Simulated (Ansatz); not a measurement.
**Run report: P, geometry relaxation (part 2 of 2)**

P (Cmce, 4 atoms in the cell); DFT PBE+D3(BJ), scalar-relativistic, plane waves, PAW, no spin polarisation (Ansatz 0.2.0); cutoff 420 eV, 12×12×8 k-mesh, Gaussian smearing of 0.01 eV. The structure derives from an entry of the Crystallography Open Database.

Geometry of the input (Å; fractional positions):
```
1.6582  -5.2420  0.0000
1.6582  5.2420  0.0000
0.0000  0.0000  4.3793
P  0.8984  0.1016  0.0807
P  0.6016  0.3984  0.5807
P  0.1016  0.8984  0.9193
P  0.3984  0.6016  0.4193
```

### The program's output, continued
```
SCF iter   1: F=—  HF=-3024.161355 eV  |F-HF|=—  |Δ(HF+E_count)|=         —  Δρ=8.35e-5  dr2=4.08e-6  ethr=1.37e-8  ⟨swp⟩=3.2  Hψ=24567  notcnv=0
preconditioner: auto → none  [insulator: Δε(μ)=0.038 eV  Ē_g=9.040 eV  σ=0.010 eV  W_gap=0.99  n_scr=12 (ndim 8)  ℏωp=19.8 eV  f_vac=0.000  D(μ)=0.01/eV (n_scr^D=0)  ε∞_Penn≈5.8]
SCF iter   2: F=—  HF=-3024.161352 eV  |F-HF|=—  |Δ(HF+E_count)|=   3.54e-6  Δρ=3.32e-5  dr2=5.76e-7  ethr=1.37e-8  ⟨swp⟩=2.1  Hψ=5174  notcnv=0
SCF iter   3: F=—  HF=-3024.161352 eV  |F-HF|=—  |Δ(HF+E_count)|=   8.06e-8  Δρ=9.30e-6  dr2=1.84e-7  ethr=2.88e-9  ⟨swp⟩=2.5  Hψ=4958  notcnv=0
iter 4 did not close the SCF: its close was put off for the readings that it lacked (scf_convergence_deferred on its scf_iter line)
SCF iter   4: F=-3024.161352 eV  HF=-3024.161352 eV  |F-HF|=9.85e-10  |Δ(HF+E_count)|=   4.78e-8  Δρ=3.02e-6  dr2=3.06e-9  ethr=9.19e-10  ⟨swp⟩=2.0  Hψ=4487  notcnv=0
iter 5 did not close the SCF: its close was put off for the readings that it lacked (scf_convergence_deferred on its scf_iter line)
SCF iter   5: F=-3024.161352 eV  HF=-3024.161352 eV  |F-HF|=3.77e-11  |Δ(HF+E_count)|=   1.02e-9  Δρ=2.40e-7  dr2=6.87e-11  ethr=1.53e-11  ⟨swp⟩=3.0  Hψ=5678  notcnv=0
SCF iter   6: F=-3024.161352 eV  HF=-3024.161352 eV  |F-HF|=0.00e0  |Δ(HF+E_count)|=  4.09e-12  Δρ=4.86e-8  dr2=1.13e-12  ethr=1.00e-12  ⟨swp⟩=2.4  Hψ=11841  notcnv=0
SCF 7 converged in 6 iterations: F = -3024.161352 eV  dr2 = 1.13e-12
relax step   7: F+E_penalty+E_count = -3024.16135155 eV  Δ(F+E_penalty+E_count) = -1.083e-5 eV  max|allowed force component| = 2.744e-3 eV/Å  Δτ_max = 0.0004 Å  P = -0.000 GPa  Ω = 70.485 Å³  energy of the carried Pulay correction = +7.803e-4 eV  (6 SCF iters, dr2 threshold 2.63e-8 eV, accepted)
Basis set: ecut = 420 eV, 1373 PW (Γ), exchange–correlation on 72×72×60 points (8 copies of the dense FFT grid, shifted against one another)
Initial wavefunctions: pseudopotential atomic-orbital guess (no wavefunctions were taken with the density)
iter 1 solved again at ethr=5.51e-7 eV; its pass at ethr=3.10e-3 eV (dr2=1.10e-4 eV) is discarded
SCF iter   1: F=—  HF=-3024.160930 eV  |F-HF|=—  |Δ(HF+E_count)|=         —  Δρ=4.07e-5  dr2=1.03e-7  ethr=5.51e-7  ⟨swp⟩=4.0  Hψ=32701  notcnv=0
eigensolver tolerance schedule: the retry pair's looser diagonalisation over-reported the residual by 1068.33 of it (diagonalisation noise at 0.23 of the residual, at the tolerance the schedule requests for it); recorded, not acted on — ethr = c·dr2/N_el stays at c = 1.0e-1
preconditioner: auto → none  [insulator: Δε(μ)=0.039 eV  Ē_g=9.040 eV  σ=0.010 eV  W_gap=0.99  n_scr=12 (ndim 8)  ℏωp=19.8 eV  f_vac=0.000  D(μ)=0.01/eV (n_scr^D=0)  ε∞_Penn≈5.8]
SCF iter   2: F=—  HF=-3024.160938 eV  |F-HF|=—  |Δ(HF+E_count)|=   8.10e-6  Δρ=2.07e-5  dr2=2.68e-8  ethr=5.15e-10  ⟨swp⟩=3.2  Hψ=6121  notcnv=0
SCF iter   3: F=—  HF=-3024.160939 eV  |F-HF|=—  |Δ(HF+E_count)|=   3.04e-7  Δρ=1.15e-6  dr2=2.58e-9  ethr=1.34e-10  ⟨swp⟩=2.0  Hψ=5160  notcnv=0
SCF iter   4: F=—  HF=-3024.160939 eV  |F-HF|=—  |Δ(HF+E_count)|=  6.44e-10  Δρ=3.45e-7  dr2=1.07e-10  ethr=1.29e-11  ⟨swp⟩=2.2  Hψ=4552  notcnv=0
iter 5 did not close the SCF: its close was put off for the readings that it lacked (scf_convergence_deferred on its scf_iter line)
SCF iter   5: F=-3024.160939 eV  HF=-3024.160939 eV  |F-HF|=8.19e-12  |Δ(HF+E_count)|=  8.19e-12  Δρ=1.73e-7  dr2=7.93e-12  ethr=1.00e-12  ⟨swp⟩=2.4  Hψ=4651  notcnv=0
SCF iter   6: F=-3024.160939 eV  HF=-3024.160939 eV  |F-HF|=4.55e-13  |Δ(HF+E_count)|=  1.00e-11  Δρ=2.95e-8  dr2=6.24e-13  ethr=1.00e-12  ⟨swp⟩=4.7  Hψ=14784  notcnv=0
SCF 8 converged in 6 iterations: F = -3024.160939 eV  dr2 = 6.24e-13
relax step   8: F+E_penalty+E_count = -3024.16093854 eV  Δ(F+E_penalty+E_count) = +4.130e-4 eV  max|allowed force component| = 2.675e-3 eV/Å  Δτ_max = 0.0000 Å  P = -0.012 GPa  Ω = 70.485 Å³  stress off target by 4.61e-2 GPa  SCF on the basis re-selected at this cell (its energy is not comparable with the rows above)  (6 SCF iters)
```

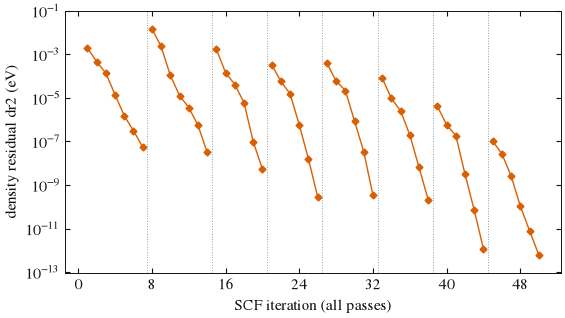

*Convergence of the self-consistent field: density residual dr2 against the SCF iteration. The dotted lines part the SCF passes of the relaxation: geometry steps, rejected trials and re-solves on a re-selected basis.*

The 8 passes take 6 to 7 iterations each, 50 in all.

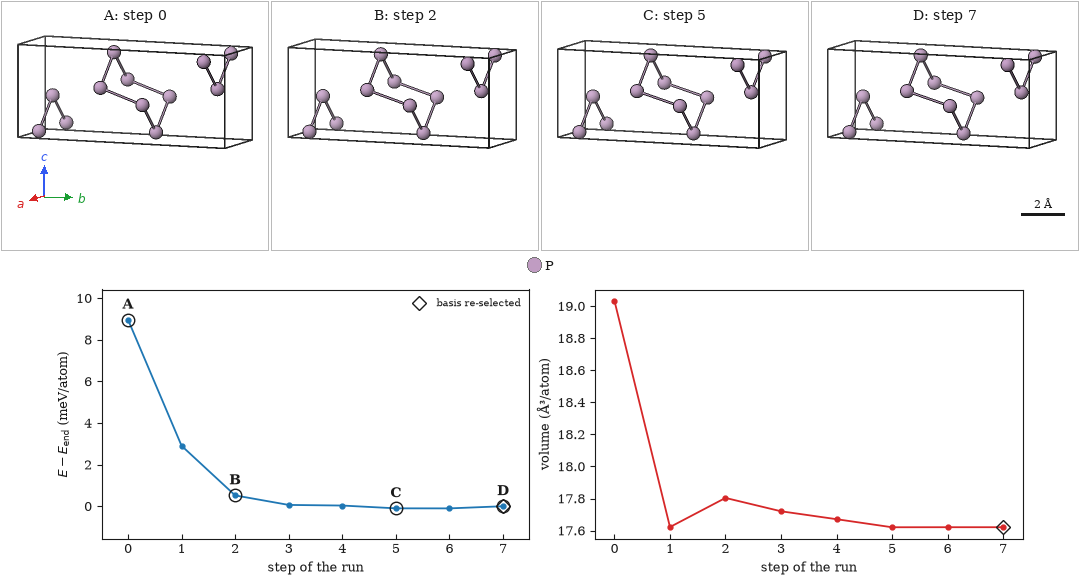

*Frames of the relaxation (ball-and-stick view of the cell 2 times as large as that of the calculation, set on its symmetry axes, seen slightly off an axis) above the curves, on which the letters mark them (the first geometry is step 0 here and step 1 in the log).*

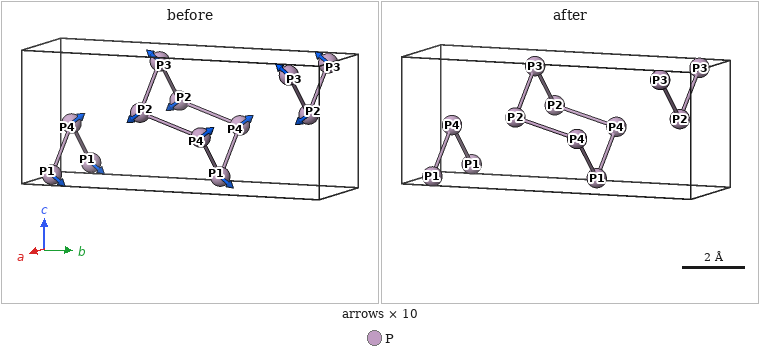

*Before (left) and after (right) the relaxation, at one scale (ball-and-stick view of the cell 2 times as large as that of the calculation, set on its symmetry axes, seen slightly off an axis). The blue arrows give the displacements (without the part carried along by the change of the cell), magnified 10 times.*

The largest moves relative to the cell, 0.061 Å, are those of P1, P2, P3 and P4. The drawn cell changes as follows: a 3.316 → 3.322 Å (+0.2 %), b 10.484 → 10.197 Å (−2.7 %), c 4.379 → 4.162 Å (−5.0 %); the volume changes by −7.4 %. Among the contacts that change: P1–P3 2.245 → 2.251 Å. The space group stays Cmce (No. 64). The energy falls by 9.1 meV per atom in 6 geometry steps. The largest force component goes from 0.11 to 0.0027 eV/Å. Pressure: −1.13 GPa at the start and −0.01 GPa at the end. A last SCF at the same geometry on a re-selected plane-wave basis shifts the energy by +0.1 meV per atom. (Atoms are counted from 1 in the order of the input.)

```
basis re-selected at this cell: Δ(F+E_penalty+E_count) = +4.130e-4 eV, ΔP = -0.012 GPa vs the last step (what re-selecting the basis moved, of the pressure what is left beyond the Pulay correction that the steps carried, after the strain that the cell walked since its last selection, with what the two solves' SCF thresholds leave and, on support functions, any second-order correction that the steps lacked; it is no measure of the basis error at this ecutwfc). The dense FFT grid was sized anew with the basis: this SCF ran on 36×36×30 points, the steps before it on 40×40×30, so part of this shift can come from that change (see relax.cell in the input reference). This SCF's stress stands 4.61e-2 GPa from its target on what of the cell is left free (relax.cell.stress_tol is 5.00e-2 GPa) and its largest allowed force component is 2.68e-3 eV/Å (relax.f_tol is 5.00e-3 eV/Å): within both
SCF converged after 6 iterations
Free energy (F): -3024.160939 eV
Harris-Foulkes:  -3024.160939 eV  (|F-HF|=4.55e-13)
Internal energy: -3024.160938 eV  (E = F + TS)
E sigma→0 (E₀):  -3024.160938 eV
Entropy (-TS):   -0.000001 eV (-0.000 meV/atom)
Fermi energy:    8.576797 eV
--- Per-component energies (eV) ---
  E_band       = 35.399304
  E_kinetic    = 281.944669
  E_local      = -223.887279  (includes V_loc(G=0)·N_el)
  E_nonlocal   = 135.723435
  E_hartree    = 57.563937
  E_xc         = -246.123005
  E_vxc        = -243.386759  (∫ρ·V_xc dr)
  E_paw        = -2277.329724  (= ΣΔE_a)
  E_vpaw       = -30.122647  (= ΣTr[D̂ρ^β])
  E_aug_tail   = 0.000013  (compensation charges beyond the density's cutoff)
  E_ewald      = -750.459253
  E_disp       = -1.593731  (pairwise vdW)
  E_smearing   = -0.000001  (= −TS)
  E_closure    = -0.000000  (closes the sum)
  Σ components = -3024.160939   (vs F -3024.160939, Δ=0.00e0)
--- Forces (eV/Å), atoms counted from 1 ---
  atom   1  P      0.00000000    -0.00267533    -0.00202372
  atom   2  P      0.00000000     0.00267533    -0.00202372
  atom   3  P     -0.00000000     0.00267533     0.00202372
  atom   4  P     -0.00000000    -0.00267533     0.00202372
  max |Σ_I F_I| component: 1.39e-17 eV/Å
--- Stress (GPa, compression-positive) ---
        0.009196      -0.000000       0.000000
       -0.000000      -0.046096      -0.000000
        0.000000      -0.000000       0.000109
  P = ⅓ Tr σ = -0.0123 GPa (-0.123 kbar)
--- Band table (eV; the first three rows and the last of 215) ---
  k-point 0: bands = ["-7.4713", "-4.1258", "-0.5863", "1.2452", "3.4498", "4.3158", "4.4589", "5.6759", "5.8731", "7.1878", "9.5769", "9.7784", "10.4300", "12.0004"]
  k-point 1: bands = ["-7.3669", "-4.2281", "-0.7966", "1.2878", "3.4862", "3.9403", "4.5377", "5.8790", "6.5827", "6.6108", "9.6667", "10.3561", "10.4332", "11.6212"]
  k-point 2: bands = ["-7.0586", "-4.5915", "-1.0125", "1.1991", "2.6531", "4.7627", "4.8296", "5.7745", "5.8608", "7.7921", "10.0047", "10.0223", "10.9831", "11.5133"]
  k-point 214: bands = ["-5.7475", "-5.7475", "-1.3688", "-1.3688", "5.3725", "5.3725", "6.1331", "6.1331", "7.3088", "7.3088", "9.8634", "9.8634", "11.2786", "11.2786"]
--- Relaxed structure (7 steps of the walk, 7 accepted, 1 SCFs on fresh bases) ---
  F+E_penalty+E_count = -3024.16093854 eV   max|allowed force component| = 2.675e-3 eV/Å   (the final SCF, on the basis selected at the relaxed cell)
  cell:  # Å, volume = 70.4845 Å³
    - [1.6608893644180645, -5.098667363964712, 2.2418081740671113e-17]
    - [1.6608893644180645, 5.098667363964712, -2.241808174067112e-17]
    - [-1.0845564087730698e-32, -1.8728635132949453e-17, 4.161658629423851]
  atoms:
    - { symbol: P, position: [0.8935758195535098, 0.10642418044649016, 0.07177324461517143] }
    - { symbol: P, position: [0.6064241804464902, 0.3935758195535098, 0.5717732446151714] }
    - { symbol: P, position: [0.10642418044649016, 0.8935758195535098, 0.9282267553848287] }
    - { symbol: P, position: [0.3935758195535098, 0.6064241804464902, 0.4282267553848287] }
```

### Trajectory as extended XYZ (Å, eV, eV/Å), 8 frames, from step=1 to step=8
```
4
Lattice="1.6582 -5.2420 0.0000 1.6582 5.2420 0.0000 0.0000 0.0000 4.3793" Properties=species:S:1:pos:R:3:forces:R:3 step=1 energy=-3024.12508 pressure_GPa=-1.13
P     1.6582   -4.1766    0.3533    0.0000   0.1127  -0.0649
P     1.6582   -1.0654    2.5430    0.0000  -0.1127  -0.0649
P     1.6582    4.1766    4.0260    0.0000  -0.1127   0.0649
P     1.6582    1.0654    1.8363    0.0000   0.1127   0.0649
4
Lattice="1.6354 -5.0400 0.0000 1.6354 5.0400 0.0000 0.0000 0.0000 4.2761" Properties=species:S:1:pos:R:3:forces:R:3 step=2 energy=-3024.14933 pressure_GPa=0.64
P     1.6354   -3.9623    0.3182    0.0000   0.0100   0.0674
P     1.6354   -1.0778    2.4562    0.0000  -0.0100   0.0674
P     1.6354    3.9623    3.9579    0.0000  -0.0100  -0.0674
P     1.6354    1.0778    1.8199    0.0000   0.0100  -0.0674
4
Lattice="1.6517 -5.0919 0.0000 1.6517 5.0919 0.0000 0.0000 0.0000 4.2339" Properties=species:S:1:pos:R:3:forces:R:3 step=3 energy=-3024.15886 pressure_GPa=0.17
P     1.6517   -4.0126    0.3158    0.0000   0.0184  -0.0354
P     1.6517   -1.0794    2.4327    0.0000  -0.0184  -0.0354
P     1.6517    4.0126    3.9181    0.0000  -0.0184   0.0354
P     1.6517    1.0794    1.8012    0.0000   0.0184   0.0354
4
Lattice="1.6573 -5.0991 0.0000 1.6573 5.0991 0.0000 0.0000 0.0000 4.1938" Properties=species:S:1:pos:R:3:forces:R:3 step=4 energy=-3024.16069 pressure_GPa=0.12
P     1.6573   -4.0166    0.3077    0.0000   0.0066  -0.0460
P     1.6573   -1.0825    2.4047    0.0000  -0.0066  -0.0460
P     1.6573    4.0166    3.8861    0.0000  -0.0066   0.0460
P     1.6573    1.0825    1.7892    0.0000   0.0066   0.0460
4
Lattice="1.6643 -5.0958 0.0000 1.6643 5.0958 0.0000 0.0000 0.0000 4.1673" Properties=species:S:1:pos:R:3:forces:R:3 step=5 energy=-3024.16080 pressure_GPa=-0.31
P     1.6643   -4.0115    0.2977    0.0000   0.0045   0.0548
P     1.6643   -1.0842    2.3814    0.0000  -0.0045   0.0548
P     1.6643    4.0115    3.8695    0.0000  -0.0045  -0.0548
P     1.6643    1.0842    1.7859    0.0000   0.0045  -0.0548
4
Lattice="1.6609 -5.0959 0.0000 1.6609 5.0959 0.0000 0.0000 0.0000 4.1637" Properties=species:S:1:pos:R:3:forces:R:3 step=6 energy=-3024.16134 pressure_GPa=0.03
P     1.6609   -4.0115    0.2991    0.0000   0.0080   0.0012
P     1.6609   -1.0844    2.3810    0.0000  -0.0080   0.0012
P     1.6609    4.0115    3.8646    0.0000  -0.0080  -0.0012
P     1.6609    1.0844    1.7828    0.0000   0.0080  -0.0012
4
Lattice="1.6609 -5.0987 0.0000 1.6609 5.0987 0.0000 0.0000 0.0000 4.1617" Properties=species:S:1:pos:R:3:forces:R:3 step=7 energy=-3024.16135 pressure_GPa=-0.00
P     1.6609   -4.0134    0.2987    0.0000  -0.0027  -0.0019
P     1.6609   -1.0852    2.3795    0.0000   0.0027  -0.0019
P     1.6609    4.0134    3.8630    0.0000   0.0027   0.0019
P     1.6609    1.0852    1.7821    0.0000  -0.0027   0.0019
4
Lattice="1.6609 -5.0987 0.0000 1.6609 5.0987 0.0000 0.0000 0.0000 4.1617" Properties=species:S:1:pos:R:3:forces:R:3 step=8 energy=-3024.16094 pressure_GPa=-0.01
P     1.6609   -4.0134    0.2987    0.0000  -0.0027  -0.0020
P     1.6609   -1.0852    2.3795    0.0000   0.0027  -0.0020
P     1.6609    4.0134    3.8630    0.0000   0.0027   0.0020
P     1.6609    1.0852    1.7821    0.0000  -0.0027   0.0020
```

### Key numbers

| quantity | value |
| --- | --- |
| outcome | converged |
| space group (tolerance 0.01 Å) | Cmce (64) |
| electrons treated | 20 |
| free energy | −3024.1609 eV |
| Fermi energy | 8.577 eV |
| gap on the k-point mesh | none (metallic) |
| pressure | −0.01 GPa |
| final volume | 70.48 Å³ |
| largest force (length of the vector) at the end | 0.003 eV/Å |
| final cell | a = 5.362 Å, b = 5.362 Å, c = 4.162 Å, α = 90.00°, β = 90.00°, γ = 143.91° |
| wall time | 40 s (CPU time 2.5 min) |
| peak memory | 0.61 GiB |
